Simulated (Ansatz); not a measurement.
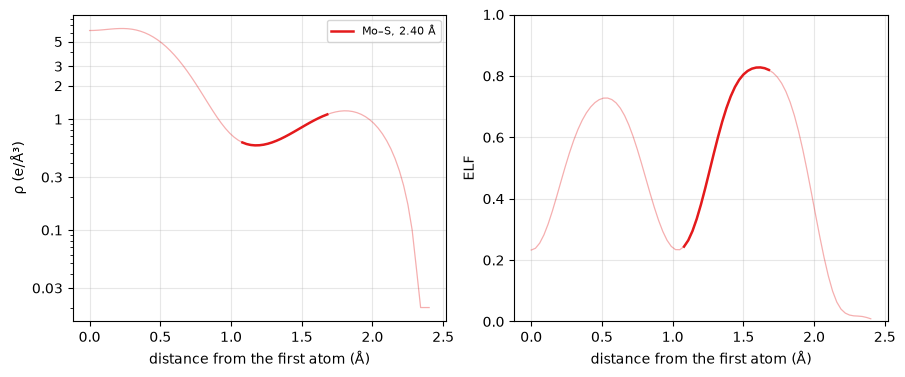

MoS₂. Valence electron density and ELF along straight lines between neighbouring atoms. Thin, pale parts lie inside the atomic spheres.

Space group R-3m; not relaxed (largest force 0.4 eV/Å).

Level of theory: Kohn-Sham DFT of a periodic cell, PBEsol, Ansatz PAW in Ansatz.

The density is the valence pseudo-density of a PAW calculation; it isn't the true density close to the nuclei.

Q: What can be read from the curves?

A: Mo–S (2.40 Å): ρ is about 0.58 e/Å³ halfway; the ELF peaks at about 0.85 in the valence shell of S, 0.8 Å from its nucleus, and is about 0.40 at the midpoint.
